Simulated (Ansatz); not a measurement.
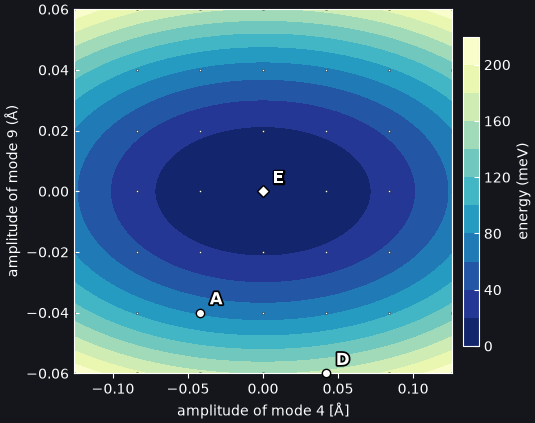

Si (Fd-3m, No. 227; 4 atoms in the cell). The energy is mapped over two normal modes frozen in (zone-centre modes of the 4-atom cell of this scan, which folds in the wave vector (0, 1/2, 1/2) of the primitive cell). The first coordinate is: amplitude of mode 4 (135 cm⁻¹), largest displacement; the second: amplitude of mode 9 (461 cm⁻¹), largest displacement. Nothing is relaxed (the cell and all other modes fixed). The scan uses a 7 × 7 grid; 16 points were computed and 33 follow by symmetry. Points are written as (first, second). All energies are given in meV per cell relative to the lowest grid point. All numbers below come from Ansatz, DFT LDA, scalar-relativistic, plane waves, PAW. Settings: cutoff 420 eV, k-mesh 10×10×6 in the order of the run's cell vectors, gaussian smearing 0.05 eV, no spin polarisation.

In the figure: filled contours, dots at the grid points, lettered points. Between grid points the surface is interpolated.

**Is A the lowest point of the computed grid?**

No. A lies 77 meV above the lowest grid point, which is at (0.000 Å, 0.00 Å).

**Rank the lettered points by energy, lowest first.**

E (0 meV), A (77 meV), D (165 meV).

**What kind of point is each of A, E: minimum, saddle, maximum or slope?**

A: on a slope; E: minimum. (In these two coordinates alone; a stationary point may lie a little off the grid point.)

PAW datasets: the set soft_1.
